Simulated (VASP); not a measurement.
# Run report: PtSe2, geometry relaxation (part 2 of 3)

Continued. System: PtSe2 (slab, 3 atoms in the cell). Method: Kohn-Sham DFT of a periodic cell, PBE, VASP PAW PBE potentials, recommended, no spin polarisation (VASP 6.6.1); cutoff 600 eV, 9×9×1 k-mesh, Gaussian smearing of 0.03 eV. The structure derives from an entry of the Crystallography Open Database.

Geometry of the input (Å; fractional positions):
```
3.7240  0.0000  0.0000
-1.8620  3.2251  0.0000
0.0000  0.0000  20.5310
Se 0.6667  0.3333  0.4384
Se 0.3333  0.6667  0.5616
Pt 0.0000  0.0000  0.5000
```

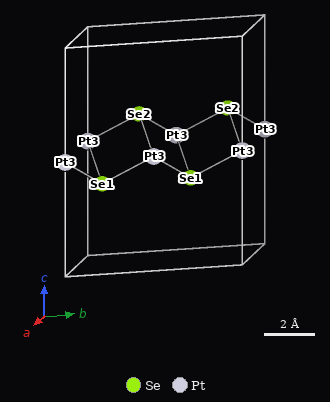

*The structure as given in the input (ball-and-stick view of the 1 × 2 repeat of the cell, with the vacuum cut short, seen slightly off an axis; atoms are numbered from 1 in the order of the input).*

## Parts of OUTCAR, continued
```
   k-points           NKPTS =     12   k-points in BZ     NKDIM =     12   number of bands    NBANDS=     15
   number of dos      NEDOS =    301   number of ions     NIONS =      3
   total plane-waves  NPLWV = 151200
   dimension x,y,z NGX =    30 NGY =   30 NGZ =  168
   dimension x,y,z NGXF=    60 NGYF=   60 NGZF=  336
   ions per type =               2   1
   NGX,Y,Z   is equivalent  to a cutoff of  13.39, 13.39, 13.60 a.u.
   NGXF,Y,Z  is equivalent  to a cutoff of  26.79, 26.79, 27.21 a.u.
 SYSTEM =  PtSe2
   PREC   = accura    normal or accurate (medium, high low for compatibility)
   ISTART =      0    job   : 0-new  1-cont  2-samecut
   ICHARG =      2    charge: 1-file 2-atom 10-const
   ISPIN  =      1    spin polarized calculation?
   LNONCOLLINEAR =      F non collinear calculations
   LSORBIT =      F    spin-orbit coupling
   LASPH  =      T    aspherical Exc in radial PAW
   ENCUT  =  600.0 eV  44.10 Ry    6.64 a.u.   7.44  7.44 41.01*2*pi/ulx,y,z
   NELM   =     80;   NELMIN=  2; NELMDL= -5     # of ELM steps
   EDIFF  = 0.1E-05   stopping-criterion for ELM
   LREAL  =      F    real-space projection
   EDIFFG = -.1E-01   stopping-criterion for IOM
   NSW    =     90    number of steps for IOM
   IBRION =      2    ionic relax: 0-MD 1-quasi-New 2-CG
   NFREE  =      1    steps in history (QN), initial steepest desc. (CG)
   ISIF   =      3    stress and relaxation
   ISYM   =      2    0-nonsym 1-usesym 2-fastsym
   POTIM  = 0.5000    time-step for ionic-motion
   TEBEG  =    0.0;   TEEND  =   0.0 temperature during run
   PSTRESS=    0.0 pullay stress
   NELECT =      22.0000    total number of electrons
   NUPDOWN=      -1.0000    fix difference up-down
   EMIN   =  10.00;   EMAX   =-10.00  energy-range for DOS
   EFERMI =   0.00;   METHOD = LEGACY
   ISMEAR =     0;   SIGMA  =   0.03  broadening in eV -4-tet -1-fermi 0-gaus
   EFERMI_NEDOS =   21; number of points for ismear=-14 and -15
   IALGO  =     38    algorithm
   IMIX   =      4    mixing-type and parameters
     AMIX     =   0.40;   BMIX     =  1.00
     AMIX_MAG =   1.60;   BMIX_MAG =  1.00
  volume/ion in A,a.u.               =      82.19       554.67
  Fermi-wavevector in a.u.,A,eV,Ry     =   0.731525  1.382381  7.280865  0.535128
  Thomas-Fermi vector in A             =   1.823763
   LORBIT       =      0    0 simple, 1 ext, 2 COOP (PROOUT), +10 PAW based schemes
   GGA     = PE    functional components
   LHFCALC =     F    Hartree Fock is set to
   AEXX    =    0.0000 exact exchange contribution
   IVDW    =     0    specifies the selected vdW correction
   LEPSILON=     F    determine dielectric tensor
   LRPA    =     F    only Hartree local field effects (RPA)
 conjugate gradient relaxation of ions
 non-spin polarized calculation
 Gauss-broadening in eV      SIGMA  =   0.03
  energy-cutoff  :      600.00
  volume of cell :      246.58
 maximum number of plane-waves:      8273
 NGX is ok and might be reduce to    30
   NGX = 15   NGY = 15   NGZ = 83

--------------------------------------- Ionic step        1  -------------------------------------------

 number of electron      21.9999998 magnetization

 Free energy of the ion-electron system (eV)
  ---------------------------------------------------
  ext. energy  EPLUGINS =         0.00000000
  ---------------------------------------------------
  free energy    TOTEN  =       -14.25645033 eV

  energy without entropy =      -14.25645033  energy(sigma->0) =      -14.25645033

------------------------ aborting loop because EDIFF is reached ----------------------------------------

  FORCE on cell =-STRESS in cart. coord.  units (eV):
  Direction    XX          YY          ZZ          XY          YZ          ZX
  --------------------------------------------------------------------------------------
  -------------------------------------------------------------------------------------
  Total        1.8811723      1.8811722      1.6893625      0.0000000      0.0000000      0.0000000
  in kB       12.2230353     12.2230353     10.9767391      0.0000000      0.0000000      0.0000000
  external PRESSURE =      11.8076032 kB  Pullay stress =       0.0000000 kB

 VOLUME and BASIS-vectors are now :
 -----------------------------------------------------------------------------
  energy-cutoff  :      600.00
  volume of cell :      246.58
      direct lattice vectors                 reciprocal lattice vectors
     3.724000000  0.000000000  0.000000000     0.268528464  0.155034981  0.000000000
    -1.862000000  3.225078600  0.000000000     0.000000000  0.310069962  0.000000000
     0.000000000  0.000000000 20.531000000     0.000000000  0.000000000  0.048706834

 POSITION                                       TOTAL-FORCE (eV/Angst)
 -----------------------------------------------------------------------------------
      1.86200      1.07503      9.00000         0.000000      0.000000     -0.670283
     -0.00000      2.15005     11.53100        -0.000000     -0.000000      0.670283
      0.00000      0.00000     10.26550        -0.000000      0.000000      0.000000
 -----------------------------------------------------------------------------------
    total drift:                                0.000000     -0.000000      0.000000

  FREE ENERGIE OF THE ION-ELECTRON SYSTEM (eV)
  ---------------------------------------------------
  free  energy   TOTEN  =       -14.2564503270 eV

  energy  without entropy=      -14.2564503270  energy(sigma->0) =      -14.25645033

--------------------------------------- Ionic step        2  -------------------------------------------

 number of electron      21.9999998 magnetization

------------------------ aborting loop because EDIFF is reached ----------------------------------------

  FORCE on cell =-STRESS in cart. coord.  units (eV):
  Direction    XX          YY          ZZ          XY          YZ          ZX
  --------------------------------------------------------------------------------------
  -------------------------------------------------------------------------------------
  Total       -2.4014627     -2.4014627     -1.0215202      0.0000000      0.0000000      0.0000000
  in kB      -14.7007787    -14.7007787     -6.2533317      0.0000000      0.0000000      0.0000000
  external PRESSURE =     -11.8849630 kB  Pullay stress =       0.0000000 kB

 VOLUME and BASIS-vectors are now :
 -----------------------------------------------------------------------------
  energy-cutoff  :      600.00
  volume of cell :      261.73
      direct lattice vectors                 reciprocal lattice vectors
     3.836654404  0.000000000  0.000000000     0.260643752  0.150482741  0.000000000
    -1.918327202  3.322640175  0.000000000    -0.000000000  0.300965481  0.000000000
     0.000000000  0.000000000 20.531000000     0.000000000  0.000000000  0.048706834

 POSITION                                       TOTAL-FORCE (eV/Angst)
 -----------------------------------------------------------------------------------
      1.91833      1.10755      8.96766        -0.000000      0.000000      0.391334
     -0.00000      2.21509     11.56334         0.000000     -0.000000     -0.391334
      3.83665      0.00000     10.26550        -0.000000      0.000000      0.000000
 -----------------------------------------------------------------------------------
    total drift:                                0.000000      0.000000     -0.000000

  FREE ENERGIE OF THE ION-ELECTRON SYSTEM (eV)
  ---------------------------------------------------
  free  energy   TOTEN  =       -14.2425016316 eV

  energy  without entropy=      -14.2425016316  energy(sigma->0) =      -14.24250163

--------------------------------------- Ionic step        3  -------------------------------------------

 number of electron      22.0000003 magnetization

------------------------ aborting loop because EDIFF is reached ----------------------------------------

  FORCE on cell =-STRESS in cart. coord.  units (eV):
  Direction    XX          YY          ZZ          XY          YZ          ZX
  --------------------------------------------------------------------------------------
  -------------------------------------------------------------------------------------
  Total       -0.1810478     -0.1810478      0.3815291      0.0000000      0.0000000      0.0000000
  in kB       -1.1452037     -1.1452037      2.4133322      0.0000000      0.0000000      0.0000000
  external PRESSURE =       0.0409749 kB  Pullay stress =       0.0000000 kB

 VOLUME and BASIS-vectors are now :
 -----------------------------------------------------------------------------
  energy-cutoff  :      600.00
  volume of cell :      253.29
      direct lattice vectors                 reciprocal lattice vectors
     3.774332752  0.000000000  0.000000000     0.264947493  0.152967507  0.000000000
    -1.887166376  3.268668041  0.000000000    -0.000000000  0.305935013  0.000000000
     0.000000000  0.000000000 20.531000000     0.000000000  0.000000000  0.048706834

 POSITION                                       TOTAL-FORCE (eV/Angst)
 -----------------------------------------------------------------------------------
      1.88717      1.08956      8.98555        -0.000000      0.000000     -0.151663
     -0.00000      2.17911     11.54545         0.000000     -0.000000      0.151663
     -1.88717      3.26867     10.26550         0.000000      0.000000      0.000000
 -----------------------------------------------------------------------------------
    total drift:                               -0.000000      0.000000      0.000000

  FREE ENERGIE OF THE ION-ELECTRON SYSTEM (eV)
  ---------------------------------------------------
  free  energy   TOTEN  =       -14.2903648791 eV

  energy  without entropy=      -14.2903648791  energy(sigma->0) =      -14.29036488

--------------------------------------- Ionic step        4  -------------------------------------------

 number of electron      22.0000003 magnetization

------------------------ aborting loop because EDIFF is reached ----------------------------------------

  FORCE on cell =-STRESS in cart. coord.  units (eV):
  Direction    XX          YY          ZZ          XY          YZ          ZX
  --------------------------------------------------------------------------------------
  -------------------------------------------------------------------------------------
  Total       -0.1422459     -0.1422459      0.4040689      0.0000000      0.0000000      0.0000000
  in kB       -0.9002451     -0.9002451      2.5572703      0.0000000      0.0000000      0.0000000
  external PRESSURE =       0.2522600 kB  Pullay stress =       0.0000000 kB

 VOLUME and BASIS-vectors are now :
 -----------------------------------------------------------------------------
  energy-cutoff  :      600.00
  volume of cell :      253.16
      direct lattice vectors                 reciprocal lattice vectors
     3.773326096  0.000000000  0.000000000     0.265018176  0.153008316  0.000000000
    -1.886663048  3.267796252  0.000000000    -0.000000000  0.306016631  0.000000000
     0.000000000  0.000000000 20.531000000     0.000000000  0.000000000  0.048706834

 POSITION                                       TOTAL-FORCE (eV/Angst)
 -----------------------------------------------------------------------------------
      1.88666      1.08927      8.98584         0.000000      0.000000     -0.161210
     -0.00000      2.17853     11.54516        -0.000000     -0.000000      0.161210
      0.00000      0.00000     10.26550        -0.000000      0.000000      0.000000
 -----------------------------------------------------------------------------------
    total drift:                                0.000000     -0.000000      0.000000

  FREE ENERGIE OF THE ION-ELECTRON SYSTEM (eV)
  ---------------------------------------------------
  free  energy   TOTEN  =       -14.2903633443 eV

  energy  without entropy=      -14.2903633443  energy(sigma->0) =      -14.29036334

--------------------------------------- Ionic step        5  -------------------------------------------

 number of electron      22.0000003 magnetization

------------------------ aborting loop because EDIFF is reached ----------------------------------------

  FORCE on cell =-STRESS in cart. coord.  units (eV):
  Direction    XX          YY          ZZ          XY          YZ          ZX
  --------------------------------------------------------------------------------------
  -------------------------------------------------------------------------------------
  Total       -0.1002616     -0.1002616      0.3126752      0.0000000      0.0000000      0.0000000
  in kB       -0.6368277     -0.6368277      1.9860076      0.0000000      0.0000000      0.0000000
  external PRESSURE =       0.2374507 kB  Pullay stress =       0.0000000 kB

 VOLUME and BASIS-vectors are now :
 -----------------------------------------------------------------------------
  energy-cutoff  :      600.00
  volume of cell :      252.25
      direct lattice vectors                 reciprocal lattice vectors
     3.766528144  0.000000000  0.000000000     0.265496490  0.153284470  0.000000000
    -1.883264072  3.261909053  0.000000000    -0.000000000  0.306568940  0.000000000
     0.000000000  0.000000000 20.531000000     0.000000000  0.000000000  0.048706834

 POSITION                                       TOTAL-FORCE (eV/Angst)
 -----------------------------------------------------------------------------------
      1.88326      1.08730      8.97869         0.000000     -0.000000     -0.123134
     -0.00000      2.17461     11.55231        -0.000000      0.000000      0.123134
      3.76653      0.00000     10.26550        -0.000000      0.000000      0.000000
 -----------------------------------------------------------------------------------
    total drift:                                0.000000      0.000000     -0.000000
```
